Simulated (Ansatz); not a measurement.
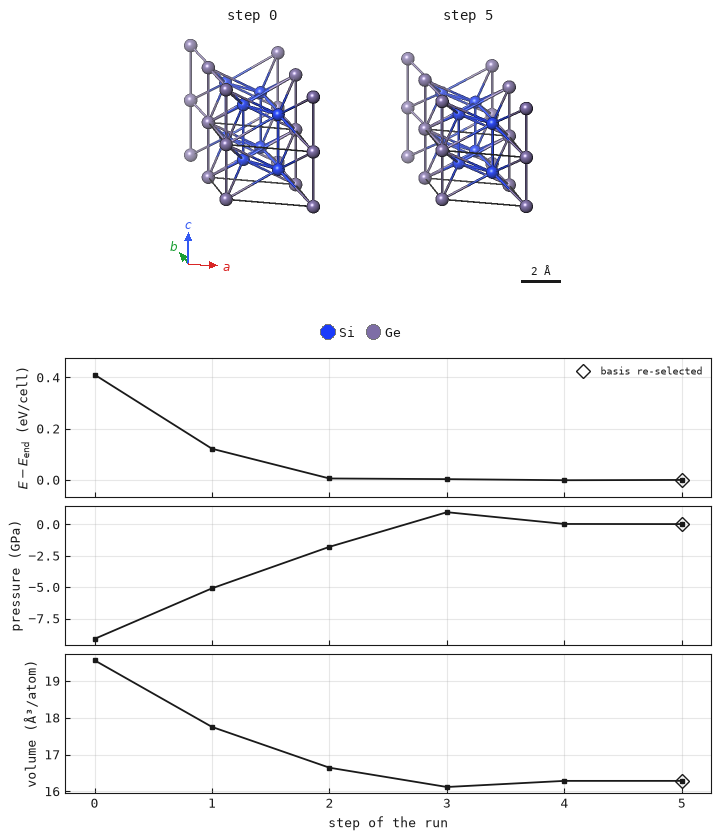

First and last geometry of a relaxation of a crystal of Si$_{2}$Ge (a generated structure, set up in P6/mmm) (coarse preliminary run), with the history of the run. The picture is a ball-and-stick view of the cell of the calculation, repeated 1 × 2 × 2 with one cell outlined, seen slightly off an axis.

The calculation used DFT PBE, scalar-relativistic, plane waves, PAW in Ansatz 0.2.0.

The input:
```yaml
crystal:
  lattice:
    - [4.79918894, 0.0, 0.0]
    - [-2.39959447, 4.15621954, 0.0]
    - [0.0, 0.0, 2.94190282]
  atoms:
    - { symbol: Si, position: [0.33333333, 0.66666667, 0.5] }
    - { symbol: Si, position: [0.66666667, 0.33333333, 0.5] }
    - { symbol: Ge, position: [0.0, 0.0, 0.0] }
basis:
  ecutwfc: 420
kpoints:
  mp_grid: { grid: [6, 6, 6] }
hamiltonian:
  xc: pbe
scf:
  occupations: { method: gaussian, width: 0.1 }
  lower_state_search: "off"
output:
  forces: true
  stress: true
  eigenvalues: true
relax:
  adjacent_minimum: "off"
  f_tol: 0.04
  max_steps: 70
  cell: { stress_tol: 0.4 }
```

Launched with:
```bash
ansatz run input.yaml --threads 1 --pin off --max-ram 2048MiB --backend cpu --events-out ev --progress --plain --runs-dir out
```

### Read the history and describe the run.

It converged. After 4 accepted moves (5 points after the start) the energy has fallen by 0.411 eV per cell of the calculation. All forces vanish by symmetry, so only the cell relaxes. The pressure goes from −9.12 to 0.03 GPa. At 1 point the geometry stayed and the basis and grid were re-selected for the new cell (energy shift of 1.1 meV per cell of the calculation at most each time). No atom moves by more than 0.005 Å relative to the cell. Cell: a = b 4.799 → 4.633 Å (−3.5 %), c 2.942 → 2.628 Å (−10.7 %). Volume −16.7 %. Some distances before and after: Si1–Si1 2.942 → 2.628 Å, Ge3–Ge3 2.942 → 2.628 Å, Si1–Ge3 3.137 → 2.980 Å, Si1–Si2 2.771 → 2.675 Å. The space group stays P6/mmm (No. 191).

```csv
step,"E − E(0), meV/atom","pressure, GPa","volume, Å³/atom",note
0,0.00,-9.12,19.560,
1,-96.42,-5.09,17.750,
2,-135.09,-1.78,16.642,
3,-135.95,0.98,16.119,
4,-137.36,0.04,16.285,
5,-137.00,0.03,16.285,"same geometry, new basis"
```
